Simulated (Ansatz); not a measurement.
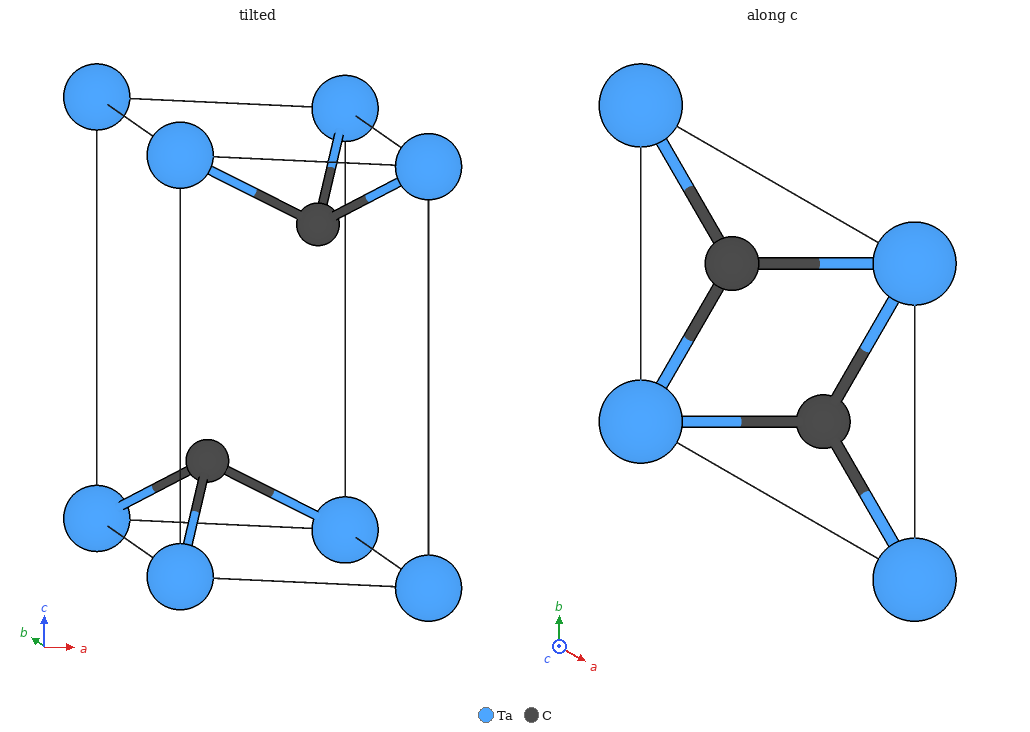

A ball-and-stick rendering, viewed slightly off an axis and along the c axis. The edges of the conventional unit cell are marked. Cell: a = 3.23 Å, b = 3.23 Å, c = 5.56 Å, α = 90.00°, β = 90.00°, γ = 120.00°.

Starting structure: a structure type filled with these elements by a generator (whether the compound takes this form wasn't checked). Earlier steps of the study may have refined or changed the cell and positions. Ansatz was used for an electronic-structure calculation on it.

Question: State composition, symmetry and coordination.

Answer: Formula: TaC$_{2}$. Symmetry: P-3m1 (No. 164), primitive hexagonal lattice. The cell comprises 1 formula unit: 1 Ta, 2 C. About every Ta there are six C in a distorted octahedral arrangement at about 2.1 Å. Around each C lie three Ta in a trigonal pyramidal arrangement at about 2.1 Å. Not all metal-metal contacts are counted. The bonds build TaC2 layers parallel to (001).

Run with DFT PBE, scalar-relativistic, plane waves, PAW (Ansatz 0.2.0) and these settings: plane-wave cutoff 420 eV, an 18×18×8 sampling of the Brillouin zone, Gaussian smearing of 0.1 eV, no spin polarisation.

Question: What does the calculation say: metal or gapped?

Answer: A metal: bands cross the Fermi level.

Question: Give the Bader charge of each element.

Answer: Ta +1.96 e; C -0.98 e.

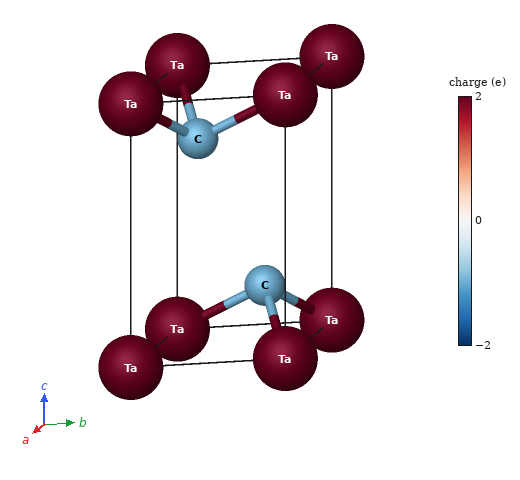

The atoms coloured by those charges. The run's cell of 3 atoms is drawn.

Question: Can this geometry be taken as optimised?

Answer: Yes. All forces vanish to within 0.01 eV/Å. The pressure is 0.0 GPa, close to zero.
